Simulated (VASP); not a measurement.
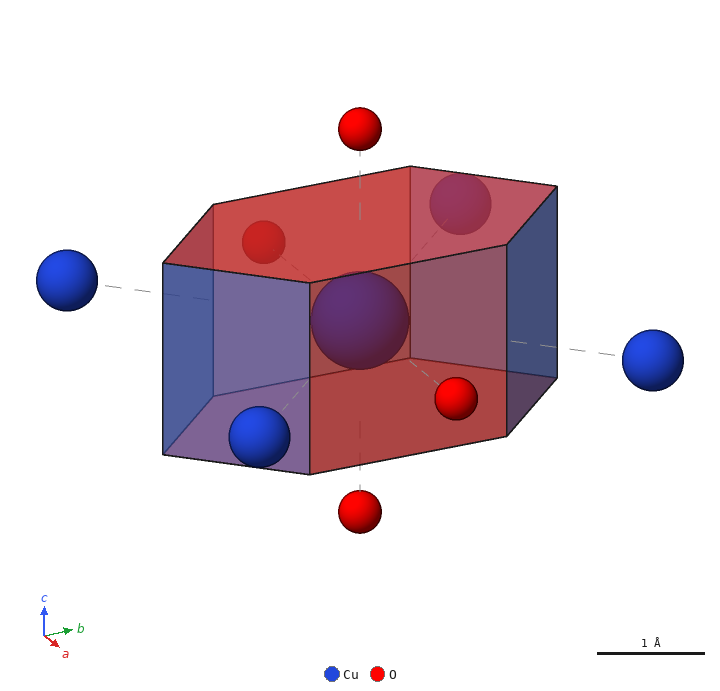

Voronoi cell (the region closer to this atom than to any other), computed from the atomic positions without radii. Central atom: Cu1 (2e) in CuO; faces take the colour of the neighbour behind them. Source: the geometry relaxed with VASP 6.6.1, VASP Kohn-Sham DFT of a periodic cell, revTPSS, VASP PAW PBE potentials, recommended.

CuO, space group P4/mmm (No. 123), a = 4.111 Å, b = 4.111 Å, c = 3.915 Å, α = 90.00°, β = 90.00°, γ = 90.00°

```csv
site,Wyckoff,x,y,z
Cu1,2e,0.5000,0.0000,0.5000
Cu2,1a,0.0000,0.0000,0.0000
O1,1b,0.0000,0.0000,0.5000
O2,2f,0.5000,0.0000,0.0000
```

### What is the volume of this Voronoi cell?

12.4 Å³, against a mean of 11.0 Å³ per atom in this structure.

### Give the Voronoi index ⟨n3,n4,n5,n6,…⟩ (numbers of faces with 3, 4, 5, 6 … edges).

8 faces, index ⟨0,6,0,2⟩: a hexagonal prism.
